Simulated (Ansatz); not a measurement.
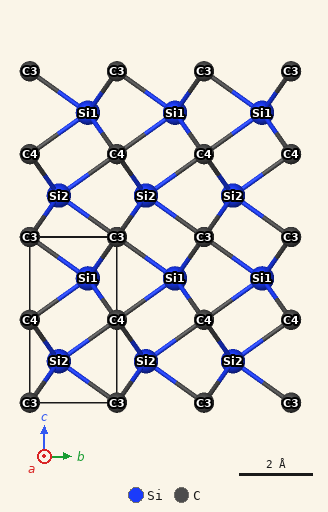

Starting structure of solid SiC (a generated structure, set up in P6_3/mmc) (coarse preliminary run). A ball-and-stick model of the cell of the calculation, repeated 1 × 3 × 2 with one cell outlined, seen along the a axis.

The calculation used DFT PBE, scalar-relativistic, plane waves, PAW (Ansatz).

The input:
```yaml
crystal:
  lattice:
    - [2.78884588, 0.0, 0.0]
    - [-1.39442294, 2.41521138, 0.0]
    - [0.0, 0.0, 4.59487355]
  atoms:
    - { symbol: Si, position: [0.33333333, 0.66666667, 0.75] }
    - { symbol: Si, position: [0.66666667, 0.33333333, 0.25] }
    - { symbol: C, position: [0.0, 0.0, 0.0] }
    - { symbol: C, position: [0.0, 0.0, 0.5] }
basis:
  ecutwfc: 420
kpoints:
  mp_grid: { grid: [9, 9, 4] }
hamiltonian:
  xc: pbe
scf:
  occupations: { method: gaussian, width: 0.1 }
  lower_state_search: "off"
output:
  forces: true
  stress: true
  eigenvalues: true
relax:
  adjacent_minimum: "off"
  f_tol: 0.04
  max_steps: 70
  cell: { stress_tol: 0.4 }
```

Launched with:
```bash
ansatz run input.yaml --threads 1 --pin off --max-ram 2048MiB --backend cpu --events-out ev --progress --plain --runs-dir out
```

### Where does the relaxation end?

Over 5 accepted moves (7 points after the start) the energy falls by 238 meV per atom. All forces vanish by symmetry, so only the cell relaxes. The pressure goes from 47.99 to 0.02 GPa. At 2 points the geometry stayed and the basis and grid were re-selected for the new cell (energy shift of 6.8 meV per atom at most each time). No atom moves by more than 0.005 Å relative to the cell. The drawn cell changes as follows: a = b 2.789 → 2.864 Å (+2.7 %), c 4.595 → 5.106 Å (+11.1 %); the volume changes by +17.2 %. Among the contacts that change: Si1–C3 1.978 → 2.089 Å. Among the angles between lasting bonds that change: C3–Si2–C4 71.0° → 75.3°, C3–Si2–C3 89.7° → 86.6°, Si1–C3–Si1 89.7° → 86.6°. The space group stays P6_3/mmc (No. 194).

History of the run:

| step | E − E(0), meV/atom | pressure, GPa | volume, Å³/atom | note |
| --- | --- | --- | --- | --- |
| 0 | 0.00 | 47.99 | 7.737 |  |
| 1 | -148.70 | 28.08 | 8.153 |  |
| 2 | -227.24 | 5.81 | 8.815 |  |
| 3 | -231.14 | 0.74 | 9.004 |  |
| 4 | -231.14 | -0.08 | 9.040 |  |
| 5 | -237.95 | 0.76 | 9.040 | same geometry, new basis |
| 6 | -238.03 | 0.02 | 9.069 |  |
| 7 | -238.07 | 0.02 | 9.069 | same geometry, new basis |

Final geometry:

```xyz
4
Lattice="2.8642 0.0000 0.0000 -1.4321 2.4805 0.0000 0.0000 0.0000 5.1058" Properties=species:S:1:pos:R:3 pbc="T T T"
Si    0.0000    1.6537    3.8293
Si    1.4321    0.8268    1.2764
C     0.0000    0.0000    5.1058
C     0.0000    0.0000    2.5529
```

The end point in the same view:

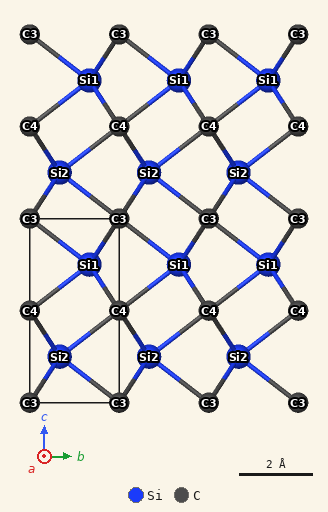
